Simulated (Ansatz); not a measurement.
Single-point calculation, with input and output: GdN (part 2 of 2)

Continued. System: GdN (Pm-3m, 2 atoms in the cell). Method: DFT PBE+U, spin-orbit coupling, plane waves, PAW, Ueff = 2 eV on Gd atom 1 f (Ansatz 0.2.0); cutoff 420 eV, 6×6×6 k-mesh, Gaussian smearing of 0.05 eV. The structure was built on a prototype by a generator; it need not be a known phase. It belongs to a series of runs on one base structure; here: random orbitals: random, high filling.

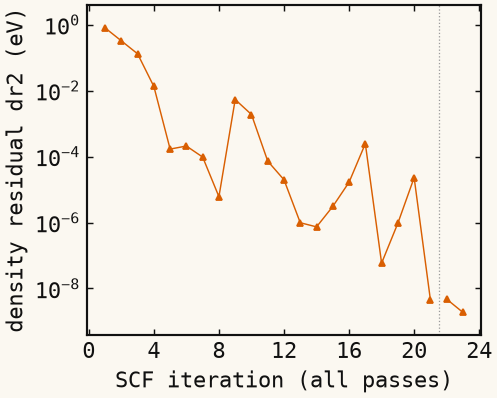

Figure 1. Convergence of the self-consistent field: density residual dr2 against the SCF iteration. The dotted line parts a first SCF on fewer bands from the closing SCF on all bands, which starts from the first one's density. The passes take 21 and 2 iterations.

```
SCF converged after 23 iterations (21 of them on 32 bands)
Magnetization: |M| = 6.9282 μB,  M = (+6.9282, +0.0000, +0.0000) μB
Absolute magnetization: 7.1561 μB (∫|m|, with the PAW one-centre terms)
  site 0: m = (+6.8654, +0.0000, +0.0000) μB, |m| = 6.8654 μB  (R = 1.07 Å)
  site 1: m = (-0.1122, +0.0000, +0.0000) μB, |m| = 0.1122 μB  (R = 1.07 Å)
Free energy (F): -9727.660073 eV
Harris-Foulkes:  -9727.660072 eV  (|F-HF|=6.09e-9)
Internal energy: -9727.658481 eV  (E = F + TS)
E sigma→0 (E₀):  -9727.659277 eV
Entropy (-TS):   -0.001592 eV (-0.796 meV/atom)
Fermi energy:    17.552377 eV
--- Per-component energies (eV) ---
  E_band       = 120.303638
  E_kinetic    = 537.903654
  E_local      = -1687.782494  (includes V_loc(G=0)·N_el)
  E_nonlocal   = 332.459497
  E_hartree    = 699.935255
  E_xc         = -296.393760
  E_vxc        = -333.506777  (∫ρ·V_xc dr)
  E_hubbard    = 0.135459  (on-site DFT+U / exact-exchange correction)
  E_vhub       = -6.834676  (the Hubbard potential's part of the band-sum identity)
  E_paw        = -6585.163924  (= ΣΔE_a)
  E_vpaw       = -121.805698  (= ΣTr[D̂ρ^β])
  E_aug_tail   = 0.000090  (compensation charges beyond the density's cutoff)
  E_ewald      = -2728.752258
  E_smearing   = -0.001592  (= −TS)
  E_closure    = 0.000000  (closes the sum)
  Σ components = -9727.660073   (vs F -9727.660073, Δ=0.00e0)
--- Hubbard shell moments (per corrected site; Tr N, ν in electrons; μ in μ_B) ---
  shell 0: Tr N=7.1053  μ_S=(+6.8150, -0.0000, +0.0000)  μ_L=(+0.0384, -0.0000, -0.0000)  μ=(+6.8534, -0.0000, +0.0000)  ν=0.2120 along (+1.000, +0.000, +0.000)
--- Specified on-site occupations, and those of the state reported ---
  electrons in the specified blocks: 6.9300 specified, 7.1053 found
  site 0 (l=f): largest change of an orbital's occupation 0.0887; electrons 6.9300 specified, 7.1053 found; spectral distance 0.0821
--- Forces (eV/Å), atoms counted from 1 ---
  atom   1  Gd     0.00000000     0.00000000    -0.00000000
  atom   2  N      0.00000000    -0.00000000    -0.00000000
  max |Σ_I F_I| component: 2.17e-19 eV/Å
--- Stress (GPa, compression-positive) ---
        7.073452      -0.000000       0.000000
       -0.000000       6.984190       0.000000
        0.000000       0.000000       6.984190
  P = ⅓ Tr σ = 7.0139 GPa (70.139 kbar)
--- Band table (eV; the first three rows and the last of 40) ---
  k-point 0: bands = ["-27.0973", "-24.1036", "-6.3263", "-5.5782", "-2.3851", "-1.3257", "-0.6871", "-0.1688", "3.9310", "3.9368", "12.3634", "12.5255", "12.5511", "12.6693", "12.7712", "12.9980", "13.0161", "16.4161", "16.4166", "17.2691", "17.3366", "17.3855", "17.3884", "17.4298", "17.9376", "17.9917", "18.0333", "19.6840", "19.7037", "19.8178", "20.1411", "20.3735", "20.4581", "20.6359", "22.5106", "23.2436"]
  k-point 1: bands = ["-27.0496", "-24.0459", "-6.5083", "-5.6462", "-2.7036", "-1.6189", "-0.6809", "-0.4712", "4.4389", "4.5440", "12.3429", "12.5243", "12.5374", "12.7022", "12.7500", "12.9910", "13.0140", "15.5692", "15.7700", "16.6700", "17.1125", "17.1157", "17.5355", "17.5446", "17.6331", "18.7301", "18.8897", "19.6951", "19.7034", "19.8253", "20.1253", "20.3449", "20.3628", "20.8700", "23.8282", "24.4942"]
  k-point 2: bands = ["-26.9522", "-23.9277", "-6.9419", "-5.8503", "-3.1454", "-2.3278", "-0.5949", "-0.5367", "5.3916", "5.5687", "12.3212", "12.4751", "12.5550", "12.7423", "12.7860", "13.0212", "13.0245", "13.6533", "13.8001", "16.5775", "16.5791", "16.6777", "16.6780", "17.2333", "18.2243", "19.4500", "19.5808", "19.7068", "19.8896", "20.0522", "20.2488", "20.3142", "22.0769", "23.1601", "25.2227", "25.2388"]
  k-point 39: bands = ["-26.5403", "-23.4342", "-7.3507", "-6.6457", "-3.7737", "-2.7698", "-2.1779", "-1.7000", "5.8699", "5.9623", "12.4118", "12.5394", "12.5524", "12.5672", "12.6487", "12.6698", "12.6982", "12.7287", "12.7438", "12.7529", "12.9027", "13.0975", "13.1724", "19.5956", "19.8219", "19.8444", "19.8713", "20.1609", "20.2934", "20.2959", "25.6966", "25.7389", "25.8024", "26.3003", "26.3786", "26.4236"]
Occupation matrices written to [file]
--- Löwdin populations: 2 sites ---
  site symbol       q [e]
     0     Gd     17.3245
     1      N      5.6314
  spilling = 0.001919 (of n_electrons = 23.000000)
--- Occupation matrices: 1 shell (run DFT+U table (all-electron-ortho-atomic); ε = 1.13e-2) ---
  Gd0 f_4F: site group Oh (m-3m)
  Gd0 f_4F spinor Tr n = 7.1053  λ = 0.010 0.011 0.011 0.012 0.013 0.014 0.051 0.995 0.996 0.996 0.998 0.999 0.999 0.999  [6× z3 0.17 (T1u 0.50) G3/2u(0.66) | xyz 0.99 (A2u 0.99) E5/2u(0.99) | 7× yz2 0.14 (T2u 0.43) G3/2u(0.58)]
  specified occupation → Gd0 f_4F spinor: matrix, ‖Δ‖_F = 0.2247, Tr Δ = -0.1753, displaced = 0.3885, d_λ = 0.0821; orbital distance = 0.2167
  Tr n, λ and their labels are of the run-group-symmetrised matrices; stabiliser: 16 of 96 elements of G0×{1,Θ} (closed), max defect 3.8e-15 at τ = 2.4e-3
```

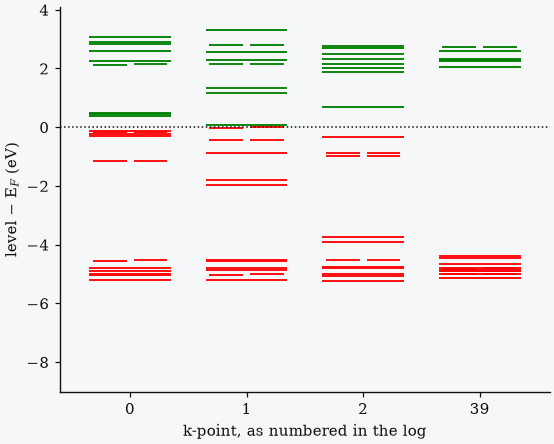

Figure 2. Kohn–Sham levels near the Fermi level (dotted) at the few k-points that the log prints; levels within 0.02 eV of each other stand side by side. The system is metallic on the full mesh.

This output came from the following input.

The input:
```yaml
crystal:
  lattice:
    - [2.99355465, 0.0, 0.0]
    - [0.0, 2.99355465, 0.0]
    - [0.0, 0.0, 2.99355465]
  atoms:
    - { symbol: Gd, position: [0.0, 0.0, 0.0], spin: 7.0, spin_axis: [1.0, 0.0, 0.0] }
    - { symbol: "N", position: [0.5, 0.5, 0.5] }
basis:
  ecutwfc: 420
  ecutrho_ratio: 4
kpoints:
  mp_grid: { grid: [6, 6, 6] }
hamiltonian:
  xc: pbe
  hubbard:
    sites:
      - { site: 0, l: f, u_eff: 2.0, starting_ns: [{ occupation_matrix: s0 }] }
    occupation_matrices:
      s0:
        spinor_matrix:
          - [[0.495, 0.0], [0.0, 0.0], [0.0, 0.0], [0.0, 0.0], [0.0, 0.0], [0.0, 0.0], [0.0, 0.0], [0.475, 0.0], [0.0, 0.0], [0.0, 0.0], [0.0, 0.0], [0.0, 0.0], [0.0, 0.0], [0.0, 0.0]]
          - [[0.0, 0.0], [0.495, 0.0], [0.0, 0.0], [0.0, 0.0], [0.0, 0.0], [0.0, 0.0], [0.0, 0.0], [0.0, 0.0], [0.475, 0.0], [0.0, 0.0], [0.0, 0.0], [0.0, 0.0], [0.0, 0.0], [0.0, 0.0]]
          - [[0.0, 0.0], [0.0, 0.0], [0.495, 0.0], [0.0, 0.0], [0.0, 0.0], [0.0, 0.0], [0.0, 0.0], [0.0, 0.0], [0.0, 0.0], [0.475, 0.0], [0.0, 0.0], [0.0, 0.0], [0.0, 0.0], [0.0, 0.0]]
          - [[0.0, 0.0], [0.0, 0.0], [0.0, 0.0], [0.495, 0.0], [0.0, 0.0], [0.0, 0.0], [0.0, 0.0], [0.0, 0.0], [0.0, 0.0], [0.0, 0.0], [0.475, 0.0], [0.0, 0.0], [0.0, 0.0], [0.0, 0.0]]
          - [[0.0, 0.0], [0.0, 0.0], [0.0, 0.0], [0.0, 0.0], [0.495, 0.0], [0.0, 0.0], [0.0, 0.0], [0.0, 0.0], [0.0, 0.0], [0.0, 0.0], [0.0, 0.0], [0.475, 0.0], [0.0, 0.0], [0.0, 0.0]]
          - [[0.0, 0.0], [0.0, 0.0], [0.0, 0.0], [0.0, 0.0], [0.0, 0.0], [0.495, 0.0], [0.0, 0.0], [0.0, 0.0], [0.0, 0.0], [0.0, 0.0], [0.0, 0.0], [0.0, 0.0], [0.475, 0.0], [0.0, 0.0]]
          - [[0.0, 0.0], [0.0, 0.0], [0.0, 0.0], [0.0, 0.0], [0.0, 0.0], [0.0, 0.0], [0.495, 0.0], [0.0, 0.0], [0.0, 0.0], [0.0, 0.0], [0.0, 0.0], [0.0, 0.0], [0.0, 0.0], [0.475, 0.0]]
          - [[0.475, 0.0], [0.0, 0.0], [0.0, 0.0], [0.0, 0.0], [0.0, 0.0], [0.0, 0.0], [0.0, 0.0], [0.495, 0.0], [0.0, 0.0], [0.0, 0.0], [0.0, 0.0], [0.0, 0.0], [0.0, 0.0], [0.0, 0.0]]
          - [[0.0, 0.0], [0.475, 0.0], [0.0, 0.0], [0.0, 0.0], [0.0, 0.0], [0.0, 0.0], [0.0, 0.0], [0.0, 0.0], [0.495, 0.0], [0.0, 0.0], [0.0, 0.0], [0.0, 0.0], [0.0, 0.0], [0.0, 0.0]]
          - [[0.0, 0.0], [0.0, 0.0], [0.475, 0.0], [0.0, 0.0], [0.0, 0.0], [0.0, 0.0], [0.0, 0.0], [0.0, 0.0], [0.0, 0.0], [0.495, 0.0], [0.0, 0.0], [0.0, 0.0], [0.0, 0.0], [0.0, 0.0]]
          - [[0.0, 0.0], [0.0, 0.0], [0.0, 0.0], [0.475, 0.0], [0.0, 0.0], [0.0, 0.0], [0.0, 0.0], [0.0, 0.0], [0.0, 0.0], [0.0, 0.0], [0.495, 0.0], [0.0, 0.0], [0.0, 0.0], [0.0, 0.0]]
          - [[0.0, 0.0], [0.0, 0.0], [0.0, 0.0], [0.0, 0.0], [0.475, 0.0], [0.0, 0.0], [0.0, 0.0], [0.0, 0.0], [0.0, 0.0], [0.0, 0.0], [0.0, 0.0], [0.495, 0.0], [0.0, 0.0], [0.0, 0.0]]
          - [[0.0, 0.0], [0.0, 0.0], [0.0, 0.0], [0.0, 0.0], [0.0, 0.0], [0.475, 0.0], [0.0, 0.0], [0.0, 0.0], [0.0, 0.0], [0.0, 0.0], [0.0, 0.0], [0.0, 0.0], [0.495, 0.0], [0.0, 0.0]]
          - [[0.0, 0.0], [0.0, 0.0], [0.0, 0.0], [0.0, 0.0], [0.0, 0.0], [0.0, 0.0], [0.475, 0.0], [0.0, 0.0], [0.0, 0.0], [0.0, 0.0], [0.0, 0.0], [0.0, 0.0], [0.0, 0.0], [0.495, 0.0]]
    ns_hold: { iters: 12 }
scf:
  occupations: { method: gaussian, width: 0.05 }
  lower_state_search: "off"
  max_iter: 150
output:
  forces: true
  stress: true
  eigenvalues: true
  populations: true
  hubbard: { sites: [{ site: 0, l: f }] }
magnetization:
  noncollinear: true
  spin_orbit: true
```

Launch command:
```bash
ansatz run input.yaml --threads 2 --pin off --max-ram 3072MiB --backend cpu --events-out ev --progress --plain --runs-dir out
```

Summary:

| quantity | value |
| --- | --- |
| outcome | converged |
| space group (tolerance 0.01 Å) | Pm-3m (221) |
| electrons treated | 23 |
| free energy | −9727.6601 eV |
| Fermi energy | 17.552 eV |
| gap on the k-point mesh | none (metallic) |
| net moment of the cell | 6.93 μB |
| integrated absolute moment | 7.16 μB |
| pressure | 7.01 GPa |
| largest force (length of the vector) | under 0.001 eV/Å |
| hardware | 2 threads of Arm Neoverse V2, 112 GiB of memory available, shared host |
| wall time | 25 s (CPU time 50 s) |
| peak memory | 0.5 GiB |

Notes:

Warnings of the run: the SCF threshold is looser than advised for the printed stress. The cell is under a pressure of 7.0 GPa at this level, so it is not at its equilibrium volume.
